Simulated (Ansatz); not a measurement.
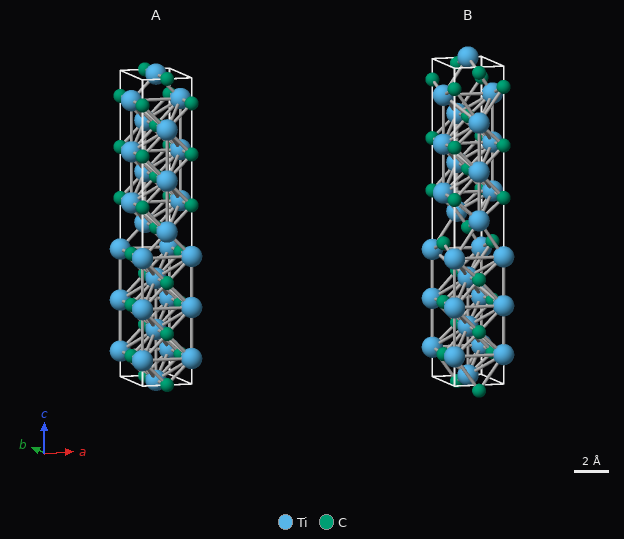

Two geometries of an interface cell of composition TiC, drawn at one scale. One is the start of a relaxation, the other its converged end. A ball-and-stick model of the cell of the calculation (origin shifted), seen slightly off an axis.

These are results of DFT PBE, scalar-relativistic, plane waves, PAW in Ansatz, not measurements. (plane-wave cutoff 420 eV; k-point mesh 12 × 8 × 2; occupations gaussian; smearing width 0.1 eV; no spin polarisation; cell relaxed at fixed a, b, alpha, beta, gamma; force threshold 0.02 eV/Å; at most 45 steps)

**Which of the two is the end point?**

Structure B is the relaxed one. Case: antiphase boundary on (1 1 0), species swapped. Over 6 accepted moves (9 points after the start) the energy falls by 7.711 eV per cell of the calculation. Largest force component: 7.7 eV/Å at the start, 0.0026 eV/Å at the end. The pressure goes from 4.38 to −2.49 GPa. The line search rejected the trial step at point 4 of the run. The SCF was repeated twice at an unchanged geometry on a basis and grid sized afresh for the cell, which shifted the energy by 20.5 meV per cell of the calculation at most. The largest moves relative to the cell, 0.34 Å, are those of C atoms. Largest moves by element: C 0.34 Å, Ti 0.32 Å. The volume changes by +3.8 %, with a unchanged at 3.064 Å, b unchanged at 4.333 Å, c 18.383 → 19.087 Å (+3.8 %). Some distances before and after: Ti–Ti 2.166 → 2.703 Å, C–Ti 2.166 → 2.603 Å, C–C 2.166 → 1.782 Å, C–Ti 2.166 → 2.018 Å. Among the angles between lasting bonds that change: Ti–C–Ti 180.0° → 146.2°, Ti–C–Ti 90.0° → 72.1°, Ti–C–Ti 90.0° → 76.4°.
